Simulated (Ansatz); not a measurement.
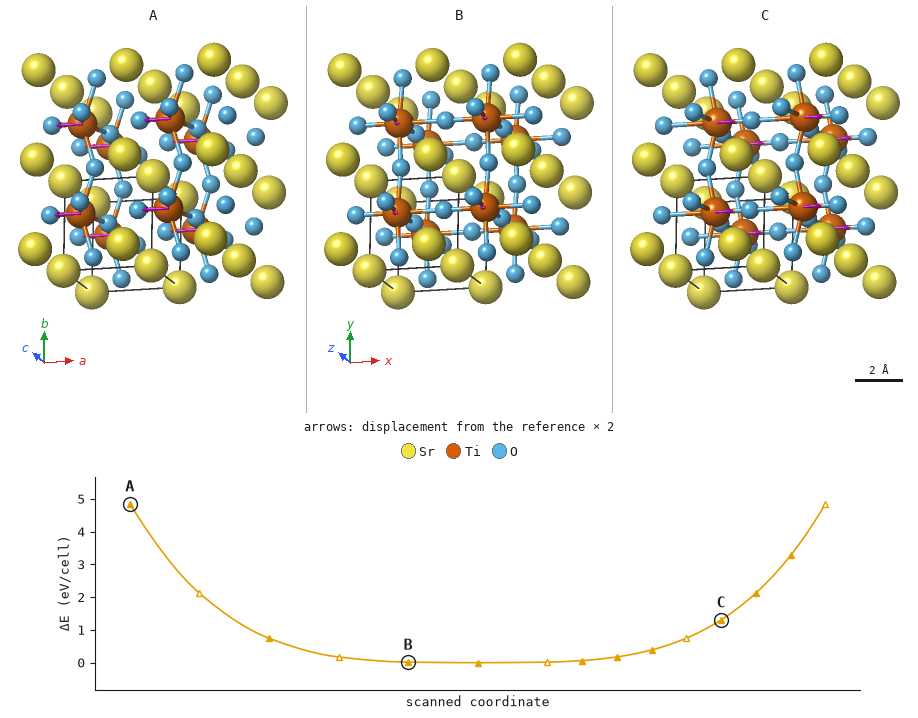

Frames of a one-coordinate scan of a crystal of SrTiO3 (Pm-3m). Hollow markers are points alike by symmetry, not computed again. Style: ball-and-stick. Shown: the cell of the calculation, repeated 2 × 2 × 2 with one cell outlined, along the c axis, with a slight tilt. Purple arrows: displacements from the reference.

Theory: DFT PBE, scalar-relativistic, plane waves, PAW (Ansatz 0.2.0). (plane-wave cutoff 420 eV; k-point mesh 8 × 8 × 8; occupations gaussian; smearing width 0.05 eV; no spin polarisation). Energies (free energies at the smearing named) are counted from the relaxed crystal.

### What is being scanned?

The Ti atom (one in each cell of 5 atoms) is moved along Cartesian [1 0 0], all else fixed. In the frames the displacement is −0.60 Å (A), −0.12 Å (B), 0.42 Å (C). Of the computed points the lowest is at the displacement 0.00 Å, 0.00 eV/cell. The well is symmetric. At the highest point the shortest interatomic distance is 1.37 Å, against 1.97 Å in the reference. The distortion takes the space group from Pm-3m to P4mm.
